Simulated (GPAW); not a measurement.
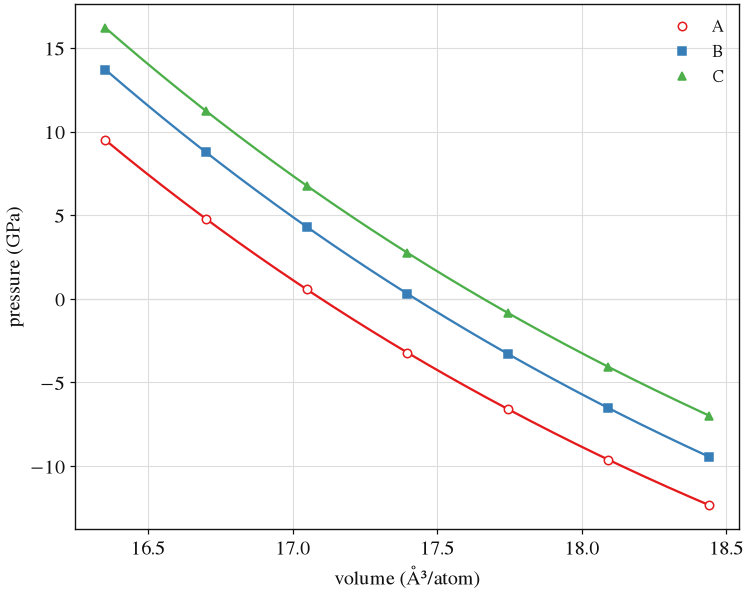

The picture above shows the pressure against volume, with one curve for each functional, for TaAs (space group I4_1md). The labels are replaced by letters. In alphabetical order the cases are: PBE; PBEsol; r2SCAN.

How it was computed, with GPAW 26.7.0: PAW DFT in plane waves, on a grid or in atomic orbitals, no spin polarisation; energies at scaled volumes of the given cell, shape and fractions fixed, counted from the fit's minimum, third-order Birch-Murnaghan fit. All runs: no spin polarisation.

| setting | value |
| --- | --- |
| occupations | Fermi–Dirac |
| smearing width | 0.05 eV |
| wave cutoff | 600 eV |

**Which letter stands for which functional?**

A: PBEsol; B: r2SCAN; C: PBE.

Limits of the calculation: shape and atomic fractions are frozen while scaling, which makes layered, chain and framework solids too stiff.
